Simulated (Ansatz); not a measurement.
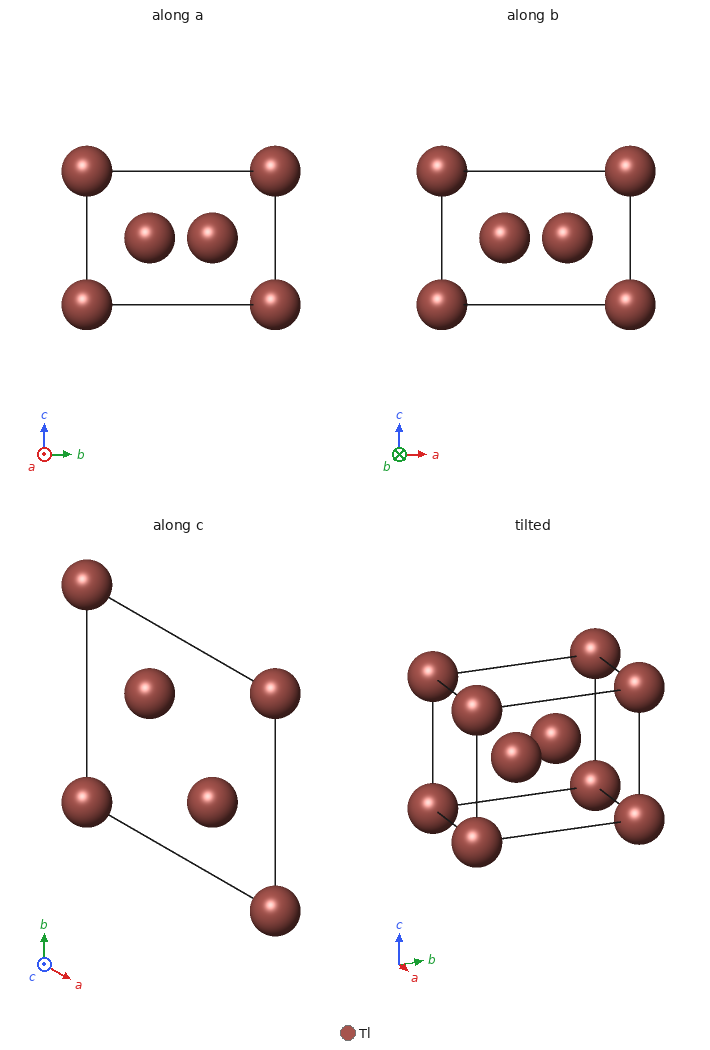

This spheres-only model is shown along the a axis, along the b axis, along the c axis and slightly off an axis. The conventional unit cell is drawn as a box.

Lattice parameters: a = 5.707 Å, b = 5.707 Å, c = 3.507 Å, α = 90.00°, β = 90.00°, γ = 120.00°.

Convert the drawing into a table of Wyckoff sites.

Answer. Space group P6/mmm (No. 191).
```tsv
atom	site	x	y	z
Tl	1a	0.0000	0.0000	0.0000
Tl	2d	0.3333	0.6667	0.5000
```

Provenance: a structure type filled with this element by a generator (whether the element takes this form wasn't checked). Earlier steps of the study may have refined or changed the cell and positions. An electronic-structure calculation with Ansatz was run on it.
